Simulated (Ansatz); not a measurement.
# Single-point calculation, with input and output: Hf$_{5}$S$_{9}$ (charge +2) (part 2 of 2)

Hf$_{5}$S$_{9}$ (defect cell, 28 atoms in the cell, total charge +2); DFT, PBE, dispersion d3bj, plane waves, PAW, no spin polarisation (Ansatz 0.2.0); cutoff 1230 eV, 2×2×2 k-mesh, Gaussian smearing of 0.01 eV. The structure derives from a Materials Project entry.

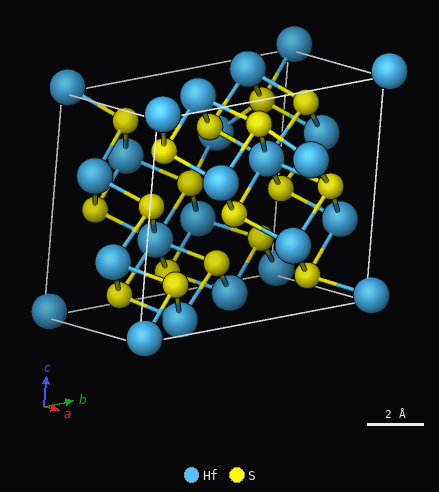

**Figure 1.** The structure (ball-and-stick view of the cell of the calculation, seen slightly off an axis). An atom can appear more than once, as a periodic image.

### What the program printed, continued
```
--- Forces (eV/Å), atoms counted from 1 ---
  atom   1  Hf    -0.00588519     0.00037746    -0.00723187
  atom   2  Hf    -0.00215247    -0.00169159     0.00854850
  atom   3  Hf     0.00463920     0.00301273    -0.00690407
  atom   4  Hf    -0.00246572    -0.00107499    -0.00731848
  atom   5  Hf     0.00038002     0.00521290     0.00245201
  atom   6  Hf    -0.00099360     0.00487799     0.00670744
  atom   7  Hf     0.00023079     0.00222299    -0.00322093
  atom   8  Hf     0.00136313    -0.00349069     0.00871882
  atom   9  Hf    -0.00520177    -0.00160552    -0.00110102
  atom  10  S      0.00040495     0.00299373     0.05026462
  atom  11  S      0.00112788    -0.00011171     0.04524469
  atom  12  S      0.00415669     0.00357201     0.04040536
  atom  13  S      0.00361536    -0.00196741     0.04822221
  atom  14  S      0.00023642    -0.00089176     0.04629795
  atom  15  S     -0.00460467     0.00264901     0.03930169
  atom  16  S      0.00006668     0.00062561     0.04675599
  atom  17  S     -0.00071823    -0.00693627     0.03910786
  atom  18  S     -0.00530779    -0.00371773     0.05071947
  atom  19  S      0.00210556    -0.00056647    -0.04734796
  atom  20  S     -0.00118652    -0.00172014    -0.04702797
  atom  21  S     -0.00156193    -0.00118619    -0.04714818
  atom  22  S      0.00095429    -0.00021624    -0.04977608
  atom  23  S      0.00269407    -0.00085834    -0.05713510
  atom  24  S      0.00003914     0.00114618    -0.03553626
  atom  25  S     -0.00038805     0.00051533    -0.04537507
  atom  26  S      0.00251815     0.00063498    -0.04510640
  atom  27  S      0.00254451    -0.00047774    -0.04638804
  atom  28  Hf     0.00338706    -0.00130275     0.01382011
  max |Σ_I F_I| component: 5.07e-5 eV/Å
--- Band table (eV) ---
  k-point 0: bands = ["-53.3528", "-53.1668", "-53.1647", "-53.1624", "-53.1523", "-53.1513", "-53.1510", "-53.1077", "-53.1035", "-53.1024", "-22.1201", "-22.1197", "-22.1171", "-21.8700", "-21.8658", "-21.8646", "-21.8644", "-21.8570", "-21.8567", "-21.8471", "-21.8401", "-21.8391", "-21.8380", "-21.7941", "-21.7882", "-21.7860", "-21.7755", "-21.7753", "-21.7649", "-21.7471", "-21.7462", "-21.7436", "-21.7356", "-21.7346", "-21.7297", "-21.7080", "-21.7078", "-21.6910", "-21.6686", "-21.6678", "-4.6434", "-4.1059", "-3.9365", "-3.9355", "-3.4702", "-3.3265", "-3.3257", "-3.3090", "-3.0682", "-3.0672", "-2.9461", "-2.8244", "-2.8146", "-2.8140", "-2.7591", "-2.7545", "-2.7508", "-2.7504", "3.5500", "3.9654", "4.0313", "4.0317", "4.3141", "4.3144", "4.4190", "4.4730", "4.4733", "4.7646", "4.8295", "4.8295", "4.9220", "4.9920", "5.0341", "5.0353", "5.1494", "5.1849", "5.1853", "5.4493", "5.4952", "5.4954", "5.7266", "5.7267", "6.0407", "6.0412", "6.1683", "6.1844", "6.1972", "6.1978", "6.4035", "6.4038", "6.4082", "6.6206", "6.6835", "6.6839", "6.8110", "6.8113", "6.8961", "7.1307", "7.1308", "7.1697", "7.3062", "7.3070", "7.3281", "7.4918", "7.5690", "7.5691", "7.6799", "7.7577", "7.7579", "7.8447", "8.3104", "8.3107", "9.6161", "9.6795", "9.6808", "10.1501", "10.2031", "10.2038", "10.6895", "10.6902", "11.3282", "11.3285", "11.3620", "11.4987", "11.4991", "11.7413", "11.8677", "11.8693", "12.1029", "12.3172", "12.3181"]
  k-point 1: bands = ["-53.3528", "-53.1667", "-53.1648", "-53.1625", "-53.1522", "-53.1514", "-53.1510", "-53.1077", "-53.1035", "-53.1024", "-22.1202", "-22.1197", "-22.1173", "-21.9067", "-21.8873", "-21.8847", "-21.8749", "-21.8738", "-21.8306", "-21.8272", "-21.8156", "-21.8028", "-21.7948", "-21.7898", "-21.7865", "-21.7816", "-21.7719", "-21.7669", "-21.7615", "-21.7601", "-21.7583", "-21.7479", "-21.7461", "-21.7369", "-21.7266", "-21.7207", "-21.7101", "-21.6907", "-21.6811", "-21.6713", "-4.5304", "-4.1787", "-4.0203", "-3.9504", "-3.5939", "-3.3070", "-3.2896", "-3.2474", "-3.0478", "-3.0281", "-3.0119", "-2.8902", "-2.8458", "-2.8046", "-2.7831", "-2.7088", "-2.7055", "-2.6258", "3.3936", "3.7493", "3.9551", "3.9965", "4.0846", "4.1060", "4.4328", "4.4767", "4.5233", "4.6740", "4.7593", "4.8922", "4.9213", "5.0970", "5.1191", "5.1695", "5.4139", "5.4406", "5.5989", "5.6193", "5.7302", "5.7983", "5.9455", "6.0152", "6.0496", "6.0979", "6.1373", "6.1703", "6.2430", "6.3091", "6.3146", "6.3708", "6.4020", "6.4577", "6.5259", "6.5319", "6.5897", "6.7885", "6.8176", "6.8398", "6.9822", "7.0643", "7.1822", "7.2049", "7.2594", "7.3178", "7.4175", "7.4414", "7.5695", "7.6891", "7.7903", "7.8879", "7.9888", "8.2820", "9.6447", "10.3101", "10.3150", "10.3654", "10.5233", "10.5295", "10.6012", "10.9201", "10.9278", "11.1130", "11.2168", "11.3813", "11.3945", "11.5183", "11.5757", "11.8650", "11.9861", "12.0459", "12.1604"]
  k-point 2: bands = ["-53.3528", "-53.1667", "-53.1647", "-53.1626", "-53.1522", "-53.1514", "-53.1511", "-53.1077", "-53.1034", "-53.1024", "-22.1202", "-22.1197", "-22.1174", "-21.9067", "-21.8874", "-21.8849", "-21.8747", "-21.8736", "-21.8306", "-21.8276", "-21.8158", "-21.8023", "-21.7949", "-21.7884", "-21.7877", "-21.7810", "-21.7724", "-21.7668", "-21.7618", "-21.7604", "-21.7584", "-21.7475", "-21.7458", "-21.7372", "-21.7266", "-21.7204", "-21.7104", "-21.6908", "-21.6815", "-21.6708", "-4.5304", "-4.1786", "-4.0203", "-3.9507", "-3.5940", "-3.3066", "-3.2895", "-3.2477", "-3.0476", "-3.0279", "-3.0123", "-2.8905", "-2.8460", "-2.8047", "-2.7824", "-2.7090", "-2.7054", "-2.6258", "3.3937", "3.7491", "3.9549", "3.9966", "4.0846", "4.1059", "4.4329", "4.4765", "4.5236", "4.6741", "4.7592", "4.8922", "4.9215", "5.0967", "5.1193", "5.1695", "5.4135", "5.4409", "5.5988", "5.6197", "5.7302", "5.7984", "5.9452", "6.0153", "6.0498", "6.0976", "6.1375", "6.1702", "6.2432", "6.3093", "6.3143", "6.3703", "6.4018", "6.4576", "6.5259", "6.5321", "6.5896", "6.7884", "6.8177", "6.8397", "6.9821", "7.0641", "7.1823", "7.2051", "7.2595", "7.3180", "7.4174", "7.4417", "7.5694", "7.6889", "7.7906", "7.8879", "7.9890", "8.2820", "9.6436", "10.3113", "10.3144", "10.3664", "10.5228", "10.5296", "10.6013", "10.9205", "10.9268", "11.1128", "11.2165", "11.3819", "11.3940", "11.5186", "11.5772", "11.8645", "11.9860", "12.0458", "12.1601"]
  k-point 3: bands = ["-53.3528", "-53.1666", "-53.1649", "-53.1625", "-53.1522", "-53.1513", "-53.1511", "-53.1077", "-53.1035", "-53.1024", "-22.1202", "-22.1197", "-22.1173", "-21.9066", "-21.8872", "-21.8845", "-21.8752", "-21.8741", "-21.8303", "-21.8270", "-21.8154", "-21.8032", "-21.7949", "-21.7901", "-21.7861", "-21.7821", "-21.7716", "-21.7671", "-21.7610", "-21.7600", "-21.7584", "-21.7482", "-21.7465", "-21.7366", "-21.7268", "-21.7206", "-21.7102", "-21.6906", "-21.6807", "-21.6717", "-4.5303", "-4.1788", "-4.0207", "-3.9500", "-3.5939", "-3.3072", "-3.2897", "-3.2474", "-3.0479", "-3.0281", "-3.0116", "-2.8898", "-2.8457", "-2.8048", "-2.7837", "-2.7084", "-2.7058", "-2.6256", "3.3935", "3.7495", "3.9553", "3.9964", "4.0847", "4.1060", "4.4324", "4.4766", "4.5235", "4.6741", "4.7594", "4.8923", "4.9212", "5.0970", "5.1189", "5.1696", "5.4142", "5.4404", "5.5989", "5.6191", "5.7302", "5.7980", "5.9455", "6.0148", "6.0496", "6.0982", "6.1374", "6.1706", "6.2431", "6.3091", "6.3146", "6.3710", "6.4018", "6.4577", "6.5259", "6.5320", "6.5898", "6.7883", "6.8173", "6.8399", "6.9824", "7.0639", "7.1827", "7.2052", "7.2592", "7.3178", "7.4175", "7.4413", "7.5697", "7.6893", "7.7897", "7.8877", "7.9889", "8.2821", "9.6451", "10.3103", "10.3153", "10.3648", "10.5233", "10.5292", "10.6016", "10.9192", "10.9276", "11.1135", "11.2168", "11.3820", "11.3947", "11.5182", "11.5751", "11.8651", "11.9860", "12.0459", "12.1603"]
```

### Key numbers

```csv
quantity,value
outcome,converged
electrons treated,226
free energy,−111030.7552 eV
Fermi energy,9.663 eV
gap on the k-point mesh,0.03 eV
largest force (length of the vector),0.057 eV/Å
hardware,"4 threads of Arm Neoverse V1, 24 GiB of memory available, shared host"
wall time,70 s (CPU time 4.6 min)
peak memory,7.9 GiB
```

### Notes

Settings chosen away from the usual ones: scf.initial_density.chi_scale set to 0.0; hamiltonian.pseudopotentials set to {"kind": "paw", "source": "jth"}; basis.ecutwfc removed. The cell is charged and computed with a neutralising background, so its energy and pressure depend on the cell and aren't those of a real crystal. Spin–orbit coupling is left out, which matters for Hf.
